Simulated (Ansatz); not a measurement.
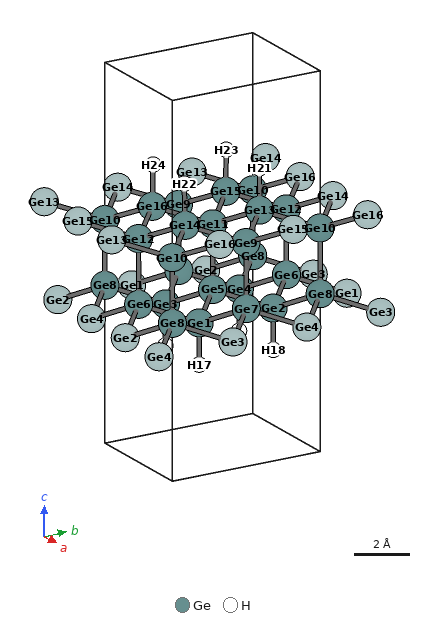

**Figure 1.** The input geometry (ball-and-stick view of the cell of the calculation, with the vacuum cut short, seen slightly off an axis; neighbours outside the cell are drawn fainter; atoms are numbered from 1 in the order of the input). An atom can appear more than once, as a periodic image.

## Single-point calculation, with input and output: Ge2H (part 1 of 2)

Ge2H (slab, 24 atoms in the cell), computed with DFT PBE+D3(BJ), scalar-relativistic, plane waves, PAW, no spin polarisation (Ansatz 0.2.0).

The structure derives from an entry of the Crystallography Open Database. It belongs to a series of runs on one base structure; here: the slab at its places in the relaxed adsorbed structure. Figures and captions count atoms from 1; the log counts them from 0 in places.

## The input
```yaml
crystal:
  lattice:
    - [8.0601468099, 0.0, 0.0]
    - [-4.0300734049, 6.9802918956, 0.0]
    - [0.0, 0.0, 28.414176445]
  atoms:
    - { symbol: Ge, position: [0.6666666667, 0.3333333333, 0.3353959605] }
    - { symbol: Ge, position: [0.6666666667, 0.8333333333, 0.3353959605] }
    - { symbol: Ge, position: [0.1666666667, 0.3333333333, 0.3353959605] }
    - { symbol: Ge, position: [0.1666666667, 0.8333333333, 0.3353959605] }
    - { symbol: Ge, position: [0.5, 0.5, 0.36434754] }
    - { symbol: Ge, position: [0.5, 0.0, 0.36434754] }
    - { symbol: Ge, position: [0.0, 0.5, 0.36434754] }
    - { symbol: Ge, position: [0.0, 0.0, 0.36434754] }
    - { symbol: Ge, position: [-0.0016383479, 0.4982705159, 0.4507811741] }
    - { symbol: Ge, position: [-0.000287848, -0.0007658386, 0.4505191033] }
    - { symbol: Ge, position: [0.5000751416, 0.5012017279, 0.4503254145] }
    - { symbol: Ge, position: [0.498209741, -0.0006504962, 0.4504409333] }
    - { symbol: Ge, position: [0.8326851784, 0.6661439511, 0.478425495] }
    - { symbol: Ge, position: [0.8311517833, 0.1638984516, 0.47802323] }
    - { symbol: Ge, position: [0.3321032867, 0.666174114, 0.4780972686] }
    - { symbol: Ge, position: [0.3334918598, 0.1683936407, 0.4779075299] }
    - { symbol: H, position: [0.666441595, 0.3331173234, 0.2806933885] }
    - { symbol: H, position: [0.6669697575, 0.8342253583, 0.2806968549] }
    - { symbol: H, position: [0.1663494335, 0.3330876555, 0.2806989555] }
    - { symbol: H, position: [0.1656886287, 0.8320067547, 0.2806921138] }
    - { symbol: H, position: [0.8310887559, 0.6663198269, 0.5331250156] }
    - { symbol: H, position: [0.8279542497, 0.1584290274, 0.5326681839] }
    - { symbol: H, position: [0.3351488149, 0.6670748067, 0.5327103216] }
    - { symbol: H, position: [0.3358929989, 0.172630269, 0.532559869] }
basis:
  ecutwfc: 420
kpoints:
  mp_grid: { grid: [3, 3, 1] }
hamiltonian:
  xc: pbe
  dispersion: d3bj
scf:
  occupations: { method: gaussian, width: 0.1 }
output:
  forces: true
  eigenvalues: true
  write_density: true
  volumetric_format: npy
efield:
  axis: 3
  dipole_correction: true
  ramp_width: 0.04
```

Command:
```bash
ansatz run input.yaml --threads 4 --pin off --max-ram 10240MiB --backend cpu --events-out ev --progress --plain --runs-dir out
```

## What the program printed
```
Engine: ansatz 0.2.0, aarch64-unknown-linux-gnu
Pseudopotentials: kind: paw
Pseudopotential: Ge, paw, valence charge 14, recommended cutoff 420 eV (normal), Ge.paw.azcp
Pseudopotential: H, paw, valence charge 1, recommended cutoff 420 eV (normal), H.paw.azcp
Functional definition: PBE
  parameter kappa = 0.804
  parameter beta = 0.06672455060314922
  exchange = pbe_x(kappa = kappa, mu = beta*pi^2/3)
  correlation = pbe_c(beta = beta)
Crystal: 24 atoms, lattice volume = 1598.643 Å³
Basis set: ecut = 420 eV, 31373 PW (Γ), exchange–correlation on 108×108×384 points (8 copies of the dense FFT grid, shifted against one another)
Bands: 140, of which v1, the nominal top of the filled ones, is band 116 counted from 1 (115 counted from 0)
Symmetry: 1 space group operations
Space group: P1 (ITA 1), of the structure as read, at distance tolerance 1.2e-4 Å
k-points: 5 of 9 (time reversal used)
Non-local potential: Ge, projectors of the file, l = 0: 2, l = 1: 2, l = 2: 3, l = 3: 1
Non-local potential: H, projectors of the file, l = 0: 2, l = 1: 1
PAW form: soft (Blöchl's): semilocal exchange-correlation on the pseudo side does not see the compensation charge
PAW one-centre angular grid: Ge, 590 points (default); XC on 64 Gauss nodes
PAW one-centre angular grid: H, 110 points (default); XC on 64 Gauss nodes
Initial density: superposition of atomic densities (neutral atoms: chi_scale 0, normalization atom), corrected by the library's trained network
Initial wavefunctions: pseudopotential atomic-orbital guess
Functional: x = pbe(κ = 0.804, μ = 0.2195149727645171), c = pbe(β = 0.06672455060314922)
SCF iter   1: F=—  HF=-68848.144628 eV  |F-HF|=—  |Δ(HF+E_count)|=         —  Δρ=9.72e-4  dr2=2.95e-2  ethr=1.77e-3  p=-0.001 e·Å  D=-1.68e-4 V/Å  ΔV_dip=0.00 eV  dr2_dipole=5.85e-4  V_vac-E_F(+/−)=4.38/4.38 eV  ⟨swp⟩=6.8  Hψ=2710  notcnv=0  defer=2
efield: sawtooth ramp at fractional position 0.8869 (placed from the atoms, in the widest stretch of the axis that holds none; the zero of the levels goes with the place), width 0.0400; the density the first Hamiltonian is built on has a dipole p = -0.001 e·Å; the dipole correction subtracts the counter field D = -1.68e-4 V/Å, which shifts the + side's vacuum level by +0.00 eV against the − side's; the planar-averaged density in the ramp window peaks in size at 1.1e-5 e/Å³
preconditioner: auto → Resta (q_TF=auto, 1.978 Å⁻¹)  ε∞=1.4  [insulator: Δε(μ)=0.702 eV  Ē_g=21.812 eV  σ=0.100 eV  W_gap=1.00  n_scr=214 (ndim 8)  ℏωp=14.1 eV  f_vac=0.710  D(μ)=0.00/eV (n_scr^D=0)  ε∞_Penn≈1.4  vacuum switching on, ρ_ref=3.5e-2 e/Å³]
SCF iter   2: F=—  HF=-68848.140572 eV  |F-HF|=—  |Δ(HF+E_count)|=   4.06e-3  Δρ=4.93e-4  dr2=1.41e-2  ethr=1.27e-5  p=0.036 e·Å  D=4.06e-3 V/Å  ΔV_dip=-0.12 eV  dr2_dipole=2.87e-3  V_vac-E_F(+/−)=4.20/4.32 eV  ⟨swp⟩=2.0  Hψ=1385  notcnv=0  defer=2
SCF iter   3: F=—  HF=-68848.144052 eV  |F-HF|=—  |Δ(HF+E_count)|=   3.48e-3  Δρ=3.76e-4  dr2=2.72e-2  ethr=6.10e-6  p=-0.040 e·Å  D=-4.47e-3 V/Å  ΔV_dip=0.13 eV  dr2_dipole=7.87e-3  V_vac-E_F(+/−)=4.29/4.16 eV  ⟨swp⟩=3.0  Hψ=1289  notcnv=0  defer=2
SCF iter   4: F=—  HF=-68848.140754 eV  |F-HF|=—  |Δ(HF+E_count)|=   3.30e-3  Δρ=1.25e-4  dr2=7.55e-4  ethr=6.10e-6  p=0.013 e·Å  D=1.50e-3 V/Å  ΔV_dip=-0.04 eV  dr2_dipole=1.37e-4  V_vac-E_F(+/−)=4.18/4.22 eV  ⟨swp⟩=2.0  Hψ=715  notcnv=0  defer=2
SCF iter   5: F=—  HF=-68848.140964 eV  |F-HF|=—  |Δ(HF+E_count)|=   2.10e-4  Δρ=6.24e-5  dr2=6.90e-5  ethr=3.26e-7  p=0.007 e·Å  D=8.08e-4 V/Å  ΔV_dip=-0.02 eV  dr2_dipole=4.10e-8  V_vac-E_F(+/−)=4.17/4.20 eV  ⟨swp⟩=2.0  Hψ=750  notcnv=0  defer=5
SCF iter   6: F=—  HF=-68848.140807 eV  |F-HF|=—  |Δ(HF+E_count)|=   1.57e-4  Δρ=2.59e-5  dr2=3.71e-5  ethr=2.98e-8  p=0.007 e·Å  D=7.99e-4 V/Å  ΔV_dip=-0.02 eV  dr2_dipole=3.96e-8  V_vac-E_F(+/−)=4.17/4.19 eV  ⟨swp⟩=2.0  Hψ=1223  notcnv=0  defer=19
SCF iter   7: F=—  HF=-68848.140804 eV  |F-HF|=—  |Δ(HF+E_count)|=   2.99e-6  Δρ=1.09e-5  dr2=1.17e-6  ethr=1.60e-8  p=0.007 e·Å  D=7.93e-4 V/Å  ΔV_dip=-0.02 eV  dr2_dipole=2.81e-10  V_vac-E_F(+/−)=4.17/4.19 eV  ⟨swp⟩=2.0  Hψ=751  notcnv=0  defer=19
SCF iter   8: F=-68848.140807 eV  HF=-68848.140807 eV  |F-HF|=1.21e-7  |Δ(HF+E_count)|=   2.49e-6  Δρ=2.04e-6  dr2=7.13e-8  ethr=4.31e-11  p=0.007 e·Å  D=7.93e-4 V/Å  ΔV_dip=-0.02 eV  dr2_dipole=3.68e-11  V_vac-E_F(+/−)=4.17/4.19 eV  ⟨swp⟩=10.2  Hψ=3542  notcnv=0
SCF 1 converged in 8 iterations: F = -68848.140807 eV  dr2 = 7.13e-8
  greatest PAW one-centre occupation: 0.998 electrons in one spin orbital (limit 2), on the Ge atom at site 14 (counted from 0), in its partial waves of l = 2
```

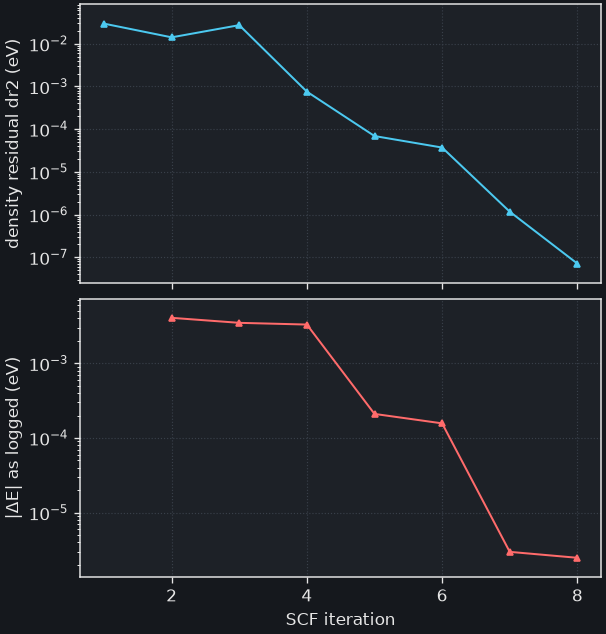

**Figure 2.** Convergence of the self-consistent field: density residual dr2 and size of the energy change against the SCF iteration. The residual falls almost steadily, with no more than small rises.

```
SCF converged after 8 iterations
Free energy (F): -68848.140807 eV
Harris-Foulkes:  -68848.140807 eV  (|F-HF|=1.21e-7)
Internal energy: -68848.140807 eV  (E = F + TS)
E sigma→0 (E₀):  -68848.140807 eV
Entropy (-TS):   -0.000000 eV (-0.000 meV/atom)
Fermi energy:    -1.192620 eV
Dipole field:    D = 0.000796 V/Å  (p = 0.007033 e·Å, saw-weighted, corrected)
Work function:   Φ+ = 4.1678 eV   Φ− = 4.1904 eV
Levels:          The Fermi level and band energies are counted from a zero that moves with the ramp; work functions are not
--- Per-component energies (eV) ---
  E_band       = -4617.580585
  E_kinetic    = 1884.129033
  E_local      = -288636.034193  (includes V_loc(G=0)·N_el)
  E_nonlocal   = 6716.618745
  E_hartree    = 140782.636784
  E_xc         = -1275.038790
  E_vxc        = -1118.603830  (∫ρ·V_xc dr)
  E_paw        = -32331.264071  (= ΣΔE_a)
  E_vpaw       = -5028.941114  (= ΣTr[D̂ρ^β])
  E_aug_tail   = -0.005595  (compensation charges beyond the density's cutoff)
  E_efield     = 0.000003  (sawtooth field / dipole correction)
  E_vefield    = -0.000899  (∫n·V_field dr)
  E_ewald      = 104014.370566
  E_disp       = -3.553289  (pairwise vdW)
  E_smearing   = -0.000000  (= −TS)
  E_closure    = -0.000000  (closes the sum)
  Σ components = -68848.140807   (vs F -68848.140807, Δ=0.00e0)
--- Forces (eV/Å), atoms counted from 1 ---
  atom   1  Ge    -0.00047155    -0.00266524     0.23592926
  atom   2  Ge    -0.00017431    -0.00148428     0.23193705
  atom   3  Ge     0.00122570    -0.00130861     0.24594367
  atom   4  Ge     0.00118286     0.00482263     0.23128311
  atom   5  Ge     0.00282908     0.01682322    -0.28146941
  atom   6  Ge    -0.01488782    -0.00646384    -0.25414216
  atom   7  Ge    -0.01028766    -0.00866356    -0.18495316
  atom   8  Ge     0.00414017    -0.01445069    -0.23785490
  atom   9  Ge    -0.00078880    -0.00536895    -0.02578674
  atom  10  Ge    -0.00003083     0.00552917    -0.01502024
  atom  11  Ge     0.00174386    -0.00327376    -0.00959956
  atom  12  Ge    -0.00088051     0.00817843    -0.01723611
  atom  13  Ge     0.00667341     0.00388794    -0.02892549
  atom  14  Ge     0.00426112     0.01522990    -0.00366489
  atom  15  Ge     0.00234554     0.00334558    -0.02709958
  atom  16  Ge     0.00248156    -0.02090824    -0.00061001
  atom  17  H     -0.00067886     0.00112282     0.00091178
  atom  18  H     -0.00030712    -0.00134513    -0.00081392
  atom  19  H      0.00057029     0.00092897    -0.00030380
  atom  20  H      0.00043721     0.00138609     0.00078378
  atom  21  H      0.00693821     0.00021579     0.01281610
  atom  22  H      0.00435173     0.03994473     0.03834654
  atom  23  H     -0.01125503    -0.00341273     0.05220052
  atom  24  H      0.00058190    -0.03207070     0.03744707
  max |Σ_I F_I| component: 1.19e-4 eV/Å
--- Band table (eV; the first three rows and the last of 5) ---
  k-point 0: bands = ["-26.0131", "-26.0116", "-26.0108", "-25.9967", "-25.9956", "-25.9940", "-25.9897", "-25.9893", "-25.9658", "-25.9651", "-25.9641", "-25.9489", "-25.9366", "-25.9358", "-25.9356", "-25.9299", "-25.9294", "-25.9191", "-25.9182", "-25.9169", "-25.9047", "-25.9045", "-25.8942", "-25.8937", "-25.8934", "-25.8712", "-25.8703", "-25.8682", "-25.8568", "-25.8491", "-25.8482", "-25.8478", "-25.8451", "-25.8449", "-25.8274", "-25.8267", "-25.8250", "-25.8056", "-25.8043", "-25.8025", "-25.7900", "-25.7889", "-25.7884", "-25.7872", "-25.7744", "-25.7731", "-25.7727", "-25.7582", "-25.7581", "-25.7575", "-25.7526", "-25.7525", "-25.7448", "-25.7442", "-25.7432", "-25.7255", "-25.7249", "-25.7239", "-25.7217", "-25.7213", "-25.7109", "-25.7106", "-25.7096", "-25.7056", "-25.6949", "-25.6928", "-25.6919", "-25.6851", "-25.6836", "-25.6826", "-25.6739", "-25.6739", "-25.6483", "-25.6481", "-25.6405", "-25.6364", "-25.6344", "-25.6296", "-25.6292", "-25.6292", "-13.4912", "-12.5132", "-11.5711", "-11.5634", "-11.5549", "-10.8494", "-10.8464", "-10.8457", "-9.7358", "-9.7308", "-9.7295", "-8.6904", "-8.6802", "-8.6794", "-8.4151", "-6.5164", "-5.6735", "-5.6661", "-5.6639", "-5.1096", "-5.1049", "-5.0958", "-3.8511", "-3.8484", "-3.8467", "-3.7652", "-3.7644", "-3.7607", "-3.2967", "-2.9815", "-2.9803", "-2.9785", "-2.2766", "-2.2727", "-1.5366", "-1.5348", "-0.8594", "-0.5870", "-0.1240", "-0.1048", "-0.0973", "-0.0309", "-0.0282", "-0.0236", "0.8577", "0.8627", "0.8709", "1.5923", "1.8999", "1.9068", "2.3815", "2.4278", "2.4387", "2.4505", "2.5230", "2.5277", "2.8895", "3.1135", "3.4774", "3.4866"]
```
